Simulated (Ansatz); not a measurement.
CoO

Input

```
crystal:
  lattice:
    - [1.6022198417, 0.9250420569, 2.5664708903]
    - [-1.6022198417, 0.9250420569, 2.5664708903]
    - [0.0, -1.8500841138, 2.5664708903]
  atoms:
    - { symbol: Co, position: [0.990783, 1.012539, 0.999644], spin: 2.0 }
    - { symbol: O, position: [0.739721, 0.749371, 0.768769] }
hamiltonian:
  xc: { exchange: pbe, correlation: pbe, exx: { coeff: 0.25, omega: 0.3 } }
  pseudopotentials: { kind: paw }
magnetization:
  spin_polarized: true
kpoints:
  mp_grid: { grid: [6, 6, 6] }
scf:
  occupations: { method: cold, width: 0.01 }
  n_extra_bands: 6
output:
  forces: true
  stress: true
  eigenvalues: true
  dos: { projected: false, de: 0.05 }
  write_density: true
  write_potential: true
  elf: true
  volumetric_format: npy
```

Launched as:

```sh
ansatz run input.yaml --threads 1 --pin off --max-ram 2560MiB --backend cpu --events-out ev --progress --plain --runs-dir out
```

Below, planes, directions and counts refer to the conventional cell (a = 3.16 Å, b = 3.16 Å, c = 3.16 Å, α = 60.85°, β = 60.85°, γ = 60.85°).

Space group P1; a structure from a database of computed crystals, not necessarily the ambient phase; changed on purpose from its base cell (atoms moved at random by about 0.05 A); not relaxed (largest force 0.6 eV/Å); computed pressure about 9 GPa in this cell; spin-polarised.

The calculation used Kohn-Sham DFT of a periodic cell, HSE03, Ansatz PAW (Ansatz 0.2.0).

In a PAW calculation such maps are meaningful between the atoms, not at the nuclei.

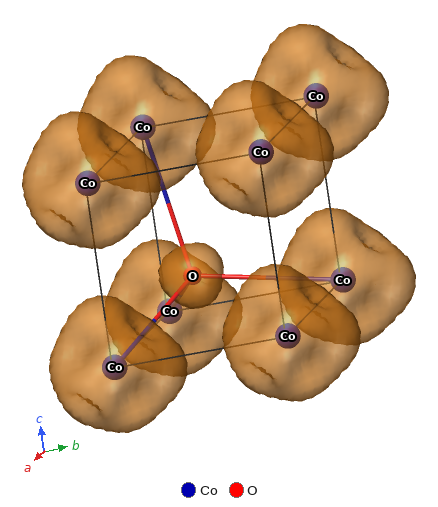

Figure 1. Isosurfaces of the magnetisation density (up minus down) at +0.2 (orange) and −0.2 e/Å³ (purple), seen slightly off an axis. Sticks mark near contacts.

Where is the spin, and how is it ordered?

Answer. The spin density sits on Co: +2.5 μB in one cell of 2 atoms, with smaller moments on O (up to +0.21 μB): parallel moments, as they must be, since the calculation's own cell holds one magnetic site. The cell of the calculation (2 atoms) carries 3.0 μB of net spin moment. Only one sign reaches the isovalue.

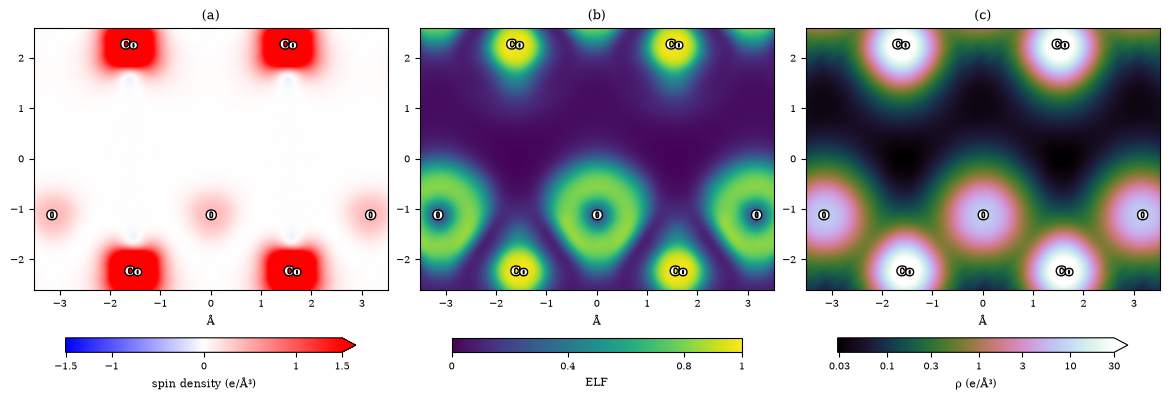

Figure 2. (a) spin density; (b) ELF; (c) valence electron density on the (101̄) plane of the conventional cell.

What do the fields say about this system?

Answer.
- The plane passes through Co and O nuclei.
- Co–O (1.91 Å): the density is about 0.7 e/Å³ at the midpoint; the ELF peaks at about 0.85 in the valence shell of O, 0.6 Å from its nucleus, and is about 0.20 at the midpoint: no shared electron pair shows on this line.
- Co–O (1.96 Å): the density is about 0.63 e/Å³ at the midpoint; the ELF peaks at about 0.85 in the valence shell of O, 0.6 Å from its nucleus, and is about 0.15 at the midpoint (no localised pair shows between them).
- Between the atoms the lowest density in this plane is 0.03 e/Å³.
- The features right at Co lie inside the PAW spheres, where the map follows smoothed inner orbitals and isn't to be read closely.

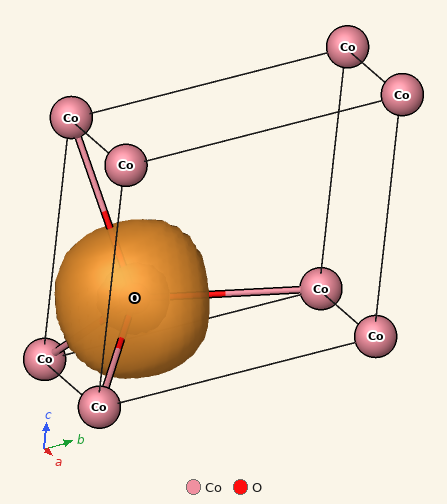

Figure 3. Isosurface of the ELF at 0.7 (orange), seen slightly off an axis. Only the valence region is drawn (cores and ρ < 0.01 e/Å³ removed). Sticks mark near contacts.

Describe the localisation domains.

Answer. The surface consists of one region wrapped around O (its valence shell), counted in one cell of 2 atoms. Any copies at cell faces, edges or corners count once.

Does the calculation make it a metal, or give it a gap?

Answer. It is gapped, with a Kohn–Sham gap of 1.4 eV on the k-point mesh (the band edges may lie off the mesh, which would make the gap smaller).
